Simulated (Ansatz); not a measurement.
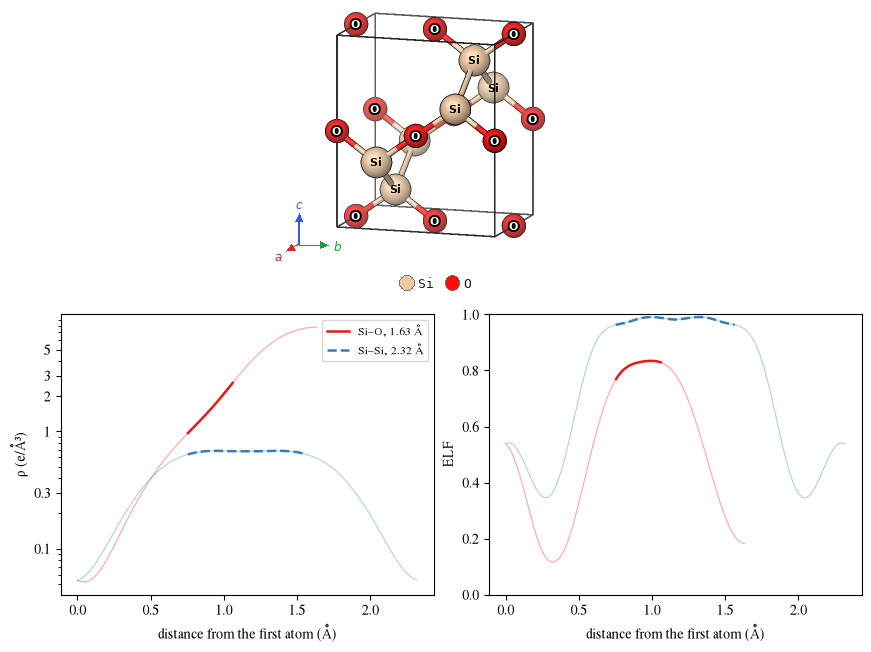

SiO. Valence pseudo-density and electron localisation function along straight lines between neighbouring atoms. Thin, pale parts lie inside the atomic spheres. The structure is drawn too.

Space group Imma; a generated structure, not necessarily the stable one; changed on purpose from its base cell (volume × 0.94, shape and atoms relaxed); computed pressure about 6 GPa in this cell.

Level of theory: DFT PBE, scalar-relativistic, plane waves, PAW in Ansatz 0.2.0.

Core electrons are frozen (PAW), and the valence fields are smoothed inside the atomic spheres.

The calculation's input:

```
crystal:
  lattice:
    - [-1.9713086917, 2.6395194701, 3.1324517657]
    - [1.9713086917, -2.6395194701, 3.1324517657]
    - [1.9713086917, 2.6395194701, -3.1324517657]
  atoms:
    - { symbol: Si, position: [0.5992080898, 0.3492080898, 0.25] }
    - { symbol: Si, position: [0.4007919102, 0.6507919102, 0.75] }
    - { symbol: O, position: [0.5, 0.5, 0.0] }
    - { symbol: O, position: [0.0, 0.5, 0.5] }
basis:
  ecutwfc: 420
kpoints:
  mp_grid: { grid: [12, 12, 12] }
hamiltonian:
  xc: pbe
scf:
  occupations: { method: gaussian, width: 0.01 }
output:
  forces: true
  stress: true
  eigenvalues: true
  write_density: true
  write_potential: true
  elf: true
  volumetric_format: npy
relax:
  adjacent_minimum: "off"
  f_tol: 0.01
  max_steps: 30
  cell: { stress_tol: 0.1, fix: [volume] }
```

Launched as:

```sh
ansatz run input.yaml --threads 1 --pin off --max-ram 2560MiB --backend cpu --events-out ev --progress --plain --runs-dir out
```

Below, planes, directions and counts refer to the conventional cell (a = 3.92 Å, b = 5.32 Å, c = 6.26 Å, α = 90.00°, β = 90.00°, γ = 90.00°).

The fields are those of the run's last geometry, not of the input's.

### Compare the contacts.

Si–O (1.63 Å): the density is about 1.2 e/Å³ at the midpoint; the ELF peaks at about 0.85 between the atoms.
Si–Si (2.32 Å): the density is about 0.68 e/Å³ at the midpoint; the ELF peaks at about 1 between the atoms.
